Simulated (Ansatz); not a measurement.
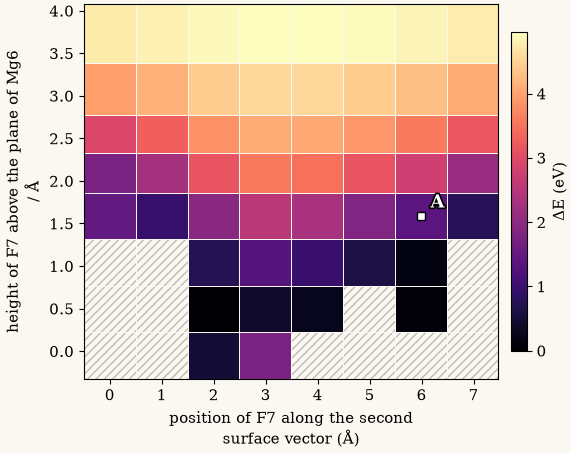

F on a Mg(101) slab cut from the R-3m phase, its upper half relaxed before the scan (6 atoms of substrate and one adsorbate in a 1 × 1 cell). F is moved along a line over the surface and along the normal, above a rigid substrate. The first coordinate is: position of F7 along the second surface vector, from above Mg6; the second: height of F7 above the plane of Mg6. Grid: 8 × 8 points. At 13 points there is no value (left out of the scan, as a rule where atoms come close). Points are written as (first, second). Energies: eV, counted from the lowest grid point. The runs have no spin polarisation, so an open-shell adsorbate far from the surface lies too high. Theory: DFT PBE, scalar-relativistic, plane waves, PAW in Ansatz. Settings: cutoff 420 eV, k-mesh 9×4×1, gaussian smearing 0.1 eV, no spin polarisation.

Drawn: one coloured cell a grid point, hatched blanks where no value was computed, the point A.

Q: Is A at rest? If not, where is it pushed?

A: A, at (5.98 Å, 1.59 Å), is not a stationary point. The computed force is 0.61 eV for each Å towards larger values of the first coordinate and 2.6 eV for each Å towards smaller values of the second coordinate.
